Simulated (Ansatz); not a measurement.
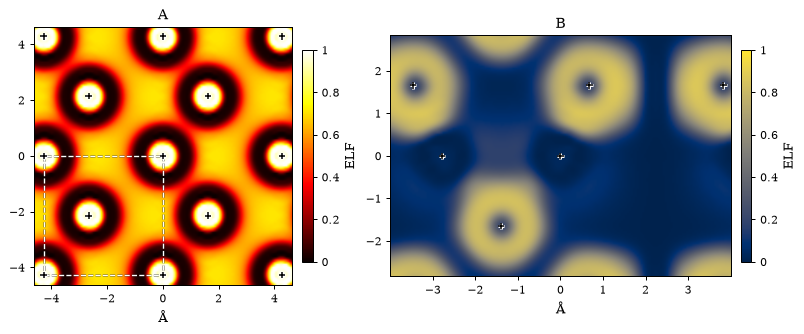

The electron localisation function of 2 systems, each on a plane through atoms (crosses mark nuclei in the plane).

All numbers below come from DFT PBE+D3(BJ), scalar-relativistic, plane waves, PAW in Ansatz 0.2.0.

System 1: Li, the (100) plane of the conventional cell. Space group Cmcm; changed on purpose from its base cell (mode 4 frozen in at -0.255 Å, equal normal strain along x, y and z +0.0250); not relaxed (largest force 0.4 eV/Å).

```cif
data_structure
_symmetry_space_group_name_H-M 'P 1'
_symmetry_Int_Tables_number 1
_cell_length_a 4.2816
_cell_length_b 4.2816
_cell_length_c 4.2816
_cell_angle_alpha 90.000
_cell_angle_beta 90.000
_cell_angle_gamma 90.000
_cell_volume 78.49
loop_
_atom_site_label
_atom_site_type_symbol
_atom_site_fract_x
_atom_site_fract_y
_atom_site_fract_z
_atom_site_occupancy
Li1 Li 0.00000 0.81105 0.25000 1
Li2 Li 0.50000 0.31105 0.25000 1
Li3 Li 0.00000 0.18895 0.75000 1
Li4 Li 0.50000 0.68895 0.75000 1
```

System 2: Al₂O₃, the (110) plane of the conventional cell. Space group P-6m2; a structure from a database of computed crystals, not necessarily the ambient phase.

```
CELL_PARAMETERS angstrom
2.86725 0.00000 0.00000
-1.43362 2.48311 0.00000
0.00000 0.00000 7.29577
ATOMIC_POSITIONS crystal
Al 0.00000 0.00000 0.19076
Al 0.00000 0.00000 0.80924
O 0.33333 0.66667 0.28412
O 0.66667 0.33333 0.00000
O 0.33333 0.66667 0.71588
```

**Match each panel to its system.**

Panel A is system 1, Li: the plane holds Li. Li–Li (2.68 Å): the ELF is about 0.40 at the midpoint. Panel B is system 2, Al₂O₃: the plane holds Al and O. Al–O (1.79 Å): the ELF peaks at about 0.85 in the valence shell of O, 0.7 Å from its nucleus, and is about 0.80 at the midpoint.
